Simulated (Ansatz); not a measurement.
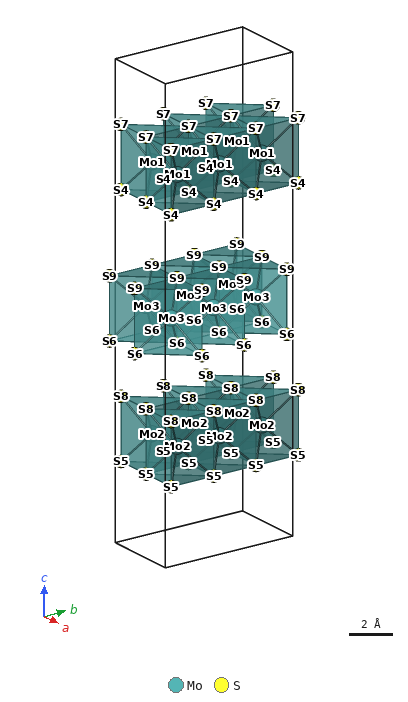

Figure 1. The structure of run A (polyhedral view of the 2 × 3 repeat of the cell, with the vacuum cut short, seen slightly off an axis; polyhedra are completed across the faces of the cell; atoms are numbered from 1 in the order of the input). An atom can appear more than once, as a periodic image.

**MoS2: one change and its effect**

System: MoS2 (P-6m2, 9 atoms in the cell).
Method of run A: Kohn-Sham DFT of a periodic cell, PBE, all-electron LAPW, scalar-relativistic, no spin polarisation (Ansatz 0.2.0).

The structure derives from a Materials Project entry. Text and figures count atoms from 1; the logs count them from 0 in places.

**Input file, run A**
```yaml
crystal:
  lattice:
    - [3.1840155185, 0.0, 0.0]
    - [-1.5920077592, 2.757438325, 0.0]
    - [0.0, 0.0, 28.3873198]
  atoms:
    - { symbol: Mo, position: [0.3333333333, 0.6666666667, 0.22816477] }
    - { symbol: Mo, position: [0.3333333333, 0.6666666667, 0.77183523] }
    - { symbol: Mo, position: [0.6666666667, 0.3333333333, 0.0] }
    - { symbol: S, position: [0.6666666667, 0.3333333333, 0.17349309] }
    - { symbol: S, position: [0.6666666667, 0.3333333333, 0.71718751] }
    - { symbol: S, position: [0.3333333333, 0.6666666667, 0.94533412] }
    - { symbol: S, position: [0.6666666667, 0.3333333333, 0.28281249] }
    - { symbol: S, position: [0.6666666667, 0.3333333333, 0.82650691] }
    - { symbol: S, position: [0.3333333333, 0.6666666667, 0.05466588] }
kpoints:
  mp_grid: { grid: [8, 8, 1] }
scf:
  occupations: { method: fermi_dirac, width: 0.05 }
hamiltonian:
  xc: pbe
  pseudopotentials: { kind: all_electron, lapw: { basis_error: 0.002 } }
output:
  forces: true
  stress: true
relax:
  f_tol: 0.005
  max_steps: 60
  cell: {}
```

Command:
```bash
ansatz run input.yaml --threads 8 --pin off --max-ram 24576MiB --backend cpu --events-out ev --progress --plain --runs-dir out
```

Hardware: 8 threads of Intel Xeon @ 2.50GHz (Skylake/Cascade Lake), 189 GiB of memory available, shared host.

**Output, shortened to warnings, some set-up lines, iterations and results (run A)**
```
Basis set: ecut = 258.1046926621608 eV, 2301 PW (Γ), exchange–correlation at level 2
Symmetry: 12 space group operations
k-points: 10 of 64 (time reversal used)
Initial density: superposition of atomic densities (neutral atoms: chi_scale 0, normalization atom)
[...]
SCF iter   1: F=—  HF=-395721.896085 eV  |F-HF|=—  |Δ(HF+E_count)|=         —  Δρ=5.49e-2  dr2=1.07e1  ethr=6.16e-3  ⟨swp⟩=2.0  Hψ=6926  notcnv=0
SCF iter   2: F=—  HF=-395719.980272 eV  |F-HF|=—  |Δ(HF+E_count)|=    1.92e0  Δρ=3.60e-2  dr2=1.25e1  ethr=6.16e-3  ⟨swp⟩=3.0  Hψ=3204  notcnv=0
SCF iter   3: F=—  HF=-395717.772405 eV  |F-HF|=—  |Δ(HF+E_count)|=    2.21e0  Δρ=1.55e-2  dr2=7.29e-1  ethr=4.20e-4  ⟨swp⟩=2.1  Hψ=5074  notcnv=0
SCF iter   4: F=—  HF=-395717.591359 eV  |F-HF|=—  |Δ(HF+E_count)|=         —  Δρ=3.74e-3  dr2=1.14e-1  ethr=4.19e-4  ⟨swp⟩=3.0  Hψ=3360  notcnv=0
SCF iter   5: F=—  HF=-395717.569313 eV  |F-HF|=—  |Δ(HF+E_count)|=   2.20e-2  Δρ=1.40e-3  dr2=9.97e-3  ethr=6.57e-5  ⟨swp⟩=2.2  Hψ=3120  notcnv=0
[... 92 lines ...]
relax step   9: F+E_penalty+E_count = -395717.60517050 eV  Δ(F+E_penalty+E_count) = +7.820e-6 eV  max|allowed force component| = 1.073e-3 eV/Å  Δτ_max = 0.0269 Å  P = -0.008 …
SCF iter   1: F=—  HF=-395717.605679 eV  |F-HF|=—  |Δ(HF+E_count)|=         —  Δρ=1.71e-5  dr2=1.76e-7  ethr=1.62e-10  ⟨swp⟩=11.5  Hψ=8781  notcnv=0  reapply=7
SCF iter   2: F=-395717.605725 eV  HF=-395717.605710 eV  |F-HF|=1.50e-5  |Δ(HF+E_count)|=   3.12e-5  Δρ=9.13e-6  dr2=5.55e-8  ethr=1.01e-10  ⟨swp⟩=3.1  Hψ=3165  notcnv=0
SCF 10 converged in 2 iterations: F = -395717.605725 eV  dr2 = 5.55e-8
relax step  10: F+E_penalty+E_count = -395717.60572469 eV  Δ(F+E_penalty+E_count) = -5.542e-4 eV  max|allowed force component| = 1.123e-3 eV/Å  Δτ_max = 0.0000 Å  P = -0.009 …
basis re-selected at this cell: Δ(F+E_penalty+E_count) = -5.542e-4 eV, ΔP = -0.000 GPa vs the last step (what re-selecting the basis moved, after the strain that the cell walked since its last selection, with what the two solves' SCF thresholds leave and, on support functions, any second-order …
SCF converged after 2 iterations
Free energy (F): -395717.605725 eV
Harris-Foulkes:  -395717.605710 eV  (|F-HF|=1.50e-5)
Internal energy: -395717.605725 eV  (E = F + TS)
E sigma→0 (E₀):  -395717.605725 eV
Entropy (-TS):   -0.000000 eV (-0.000 meV/atom)
Fermi energy:    5.704968 eV
--- Per-component energies (eV) ---
  E_band       = -21589.279265
  E_kinetic    = 407999.602339
  E_xc         = -14301.361446
  E_electrostatic = -789415.846617  (all electrons and nuclei)
  E_smearing   = -0.000000  (= −TS)
  E_closure    = 0.000000  (closes the sum)
  E_atoms      = -395652.264321  (free atoms, spherical and without spin; not in F)
  Σ components = -395717.605725   (vs F -395717.605725, Δ=0.00e0)
  Basis errors (estimates in eV, not in F): energy 8.9e-4 per atom: plane waves 7.9e-4 (4.8e-4 summed), levels above the bands 5.0e-55, relativity 8.4e-8, radial functions 9.4e-5, core shells 4.0e-7; eigenvalues (radial functions only) 3.4e-6; not estimated: angular momenta, meshes, grids; target …
--- Forces (eV/Å), atoms counted from 1 ---
  atom   1  Mo     0.00000000    -0.00000000    -0.00091285
  atom   2  Mo    -0.00000000    -0.00000000     0.00091285
  atom   3  Mo     0.00000000     0.00000000     0.00000000
  atom   4  S      0.00000000     0.00000000     0.00112269
  atom   5  S      0.00000000     0.00000000     0.00029204
  atom   6  S      0.00000000    -0.00000000     0.00053273
  atom   7  S      0.00000000     0.00000000    -0.00029204
  atom   8  S      0.00000000     0.00000000    -0.00112269
  atom   9  S      0.00000000    -0.00000000    -0.00053273
  max |Σ_I F_I| component: 5.90e-17 eV/Å
--- Stress (GPa, compression-positive) ---
       -0.011793       0.000000      -0.000000
       -0.000000      -0.011793       0.000000
       -0.000000       0.000000      -0.002039
  P = ⅓ Tr σ = -0.0085 GPa (-0.085 kbar)
[...]
```

Run B used a changed input.

**The two runs side by side**

| quantity | run A | run B |
| --- | --- | --- |
| outcome | converged | converged |
| free energy per atom (eV) | −43968.6229 | −43909.4000 |
| pressure (GPa) | −0.01 | 0.01 |
| volume per atom (Å³) | 29.15 | 25.93 |
| largest force (eV/Å) | 0.001 | 0.003 |
| SCF iterations | 82 | 49 |
| irreducible k-points | 10 | 10 |
| wall time (shared host) | 4 min | 2.6 min |

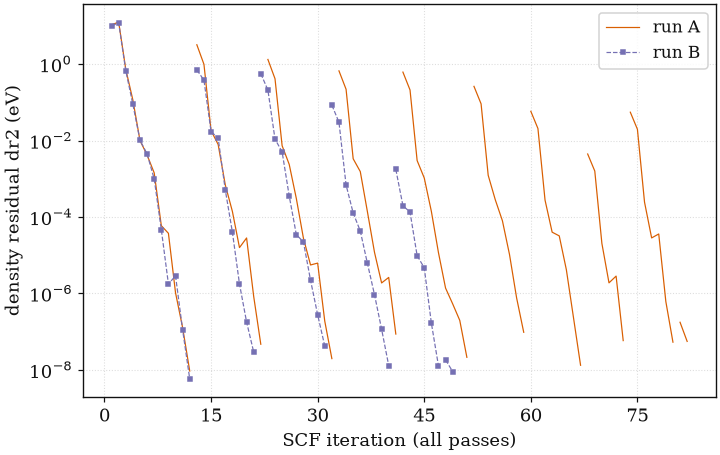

Figure 2. Convergence of the two runs: density residual dr2 against the SCF iteration. A break in a curve parts two SCF passes. Run A takes 82 iterations in all, and run B takes 49.

What was changed in the input?

The change (lines with − go, lines with + come):
```diff
-  xc: pbe
+  xc: lda
```

The total energies belong to different methods, so their difference says nothing on which is more stable or more accurate. The volume per atom goes from 29.15 to 25.93 Å³. The functional changes from PBE to LDA. The SCF takes 49 iterations over all geometry steps against 82. On the same kind of shared host run B took about 0.66 times as long.

**Output, shortened to warnings, some set-up lines, iterations and results (run B)**
```
Basis set: ecut = 258.21304522886464 eV, 2301 PW (Γ), exchange–correlation at level 2
Symmetry: 12 space group operations
k-points: 10 of 64 (time reversal used)
Initial density: superposition of atomic densities (neutral atoms: chi_scale 0, normalization atom)
[...]
SCF iter   1: F=—  HF=-395188.745998 eV  |F-HF|=—  |Δ(HF+E_count)|=         —  Δρ=5.34e-2  dr2=9.94e0  ethr=5.71e-3  ⟨swp⟩=2.1  Hψ=6931  notcnv=0
SCF iter   2: F=—  HF=-395186.800309 eV  |F-HF|=—  |Δ(HF+E_count)|=    1.95e0  Δρ=3.56e-2  dr2=1.19e1  ethr=5.71e-3  ⟨swp⟩=3.0  Hψ=3218  notcnv=0
SCF iter   3: F=—  HF=-395184.662808 eV  |F-HF|=—  |Δ(HF+E_count)|=    2.14e0  Δρ=1.50e-2  dr2=6.69e-1  ethr=3.86e-4  ⟨swp⟩=2.1  Hψ=5133  notcnv=0
SCF iter   4: F=—  HF=-395184.434064 eV  |F-HF|=—  |Δ(HF+E_count)|=         —  Δρ=3.29e-3  dr2=8.79e-2  ethr=3.85e-4  ⟨swp⟩=3.0  Hψ=3363  notcnv=0
SCF iter   5: F=—  HF=-395184.413971 eV  |F-HF|=—  |Δ(HF+E_count)|=   2.01e-2  Δρ=1.36e-3  dr2=1.01e-2  ethr=5.05e-5  ⟨swp⟩=2.2  Hψ=3108  notcnv=0
[... 51 lines ...]
relax step   5: F+E_penalty+E_count = -395184.59968889 eV  Δ(F+E_penalty+E_count) = -6.353e-4 eV  max|allowed force component| = 2.439e-3 eV/Å  Δτ_max = 0.0111 Å  P = +0.005 …
SCF iter   1: F=—  HF=-395184.599626 eV  |F-HF|=—  |Δ(HF+E_count)|=         —  Δρ=5.55e-6  dr2=1.83e-8  ethr=1.94e-11 (applied; sched 1.81e-11)  ⟨swp⟩=11.5  Hψ=8760  notcnv=0 …
SCF iter   2: F=-395184.599643 eV  HF=-395184.599637 eV  |F-HF|=5.57e-6  |Δ(HF+E_count)|=   1.07e-5  Δρ=2.98e-6  dr2=9.03e-9  ethr=2.51e-11 (applied; sched 1.05e-11)  …
SCF 6 converged in 2 iterations: F = -395184.599643 eV  dr2 = 9.03e-9
relax step   6: F+E_penalty+E_count = -395184.59964273 eV  Δ(F+E_penalty+E_count) = +4.616e-5 eV  max|allowed force component| = 2.563e-3 eV/Å  Δτ_max = 0.0000 Å  P = +0.005 …
basis re-selected at this cell: Δ(F+E_penalty+E_count) = +4.616e-5 eV, ΔP = +0.000 GPa vs the last step (what re-selecting the basis moved, after the strain that the cell walked since its last selection, with what the two solves' SCF thresholds leave and, on support functions, any second-order …
SCF converged after 2 iterations
Free energy (F): -395184.599643 eV
Harris-Foulkes:  -395184.599637 eV  (|F-HF|=5.57e-6)
Internal energy: -395184.599640 eV  (E = F + TS)
E sigma→0 (E₀):  -395184.599641 eV
Entropy (-TS):   -0.000003 eV (-0.000 meV/atom)
Fermi energy:    6.977392 eV
--- Per-component energies (eV) ---
  E_band       = -21368.623554
  E_kinetic    = 407302.263262
  E_xc         = -13761.777913
  E_electrostatic = -788725.084989  (all electrons and nuclei)
  E_smearing   = -0.000003  (= −TS)
  E_closure    = 0.000000  (closes the sum)
  E_atoms      = -395111.229313  (free atoms, spherical and without spin; not in F)
  Σ components = -395184.599643   (vs F -395184.599643, Δ=0.00e0)
  Basis errors (estimates in eV, not in F): energy 9.4e-4 per atom: plane waves 9.0e-4 (5.4e-4 summed), levels above the bands 1.5e-56, relativity 7.8e-9, radial functions 3.8e-5, core shells 1.3e-6; eigenvalues (radial functions only) 1.3e-6; not estimated: angular momenta, meshes, grids; target …
--- Forces (eV/Å), atoms counted from 1 ---
  atom   1  Mo    -0.00000000     0.00000000    -0.00013668
  atom   2  Mo    -0.00000000    -0.00000000     0.00013668
  atom   3  Mo     0.00000000     0.00000000    -0.00000000
  atom   4  S      0.00000000     0.00000000    -0.00046997
  atom   5  S      0.00000000     0.00000000    -0.00112472
  atom   6  S     -0.00000000    -0.00000000    -0.00256318
  atom   7  S      0.00000000     0.00000000     0.00112472
  atom   8  S      0.00000000     0.00000000     0.00046997
  atom   9  S     -0.00000000    -0.00000000     0.00256318
  max |Σ_I F_I| component: 1.09e-16 eV/Å
--- Stress (GPa, compression-positive) ---
       -0.001634      -0.000000       0.000000
       -0.000000      -0.001634      -0.000000
        0.000000      -0.000000       0.018574
  P = ⅓ Tr σ = 0.0051 GPa (0.051 kbar)
--- Relaxed structure (5 steps of the walk, 5 accepted, 1 SCFs on fresh bases) ---
[...]
```

For both runs: Points of doubt noted for this run: coarse mesh for a metal.
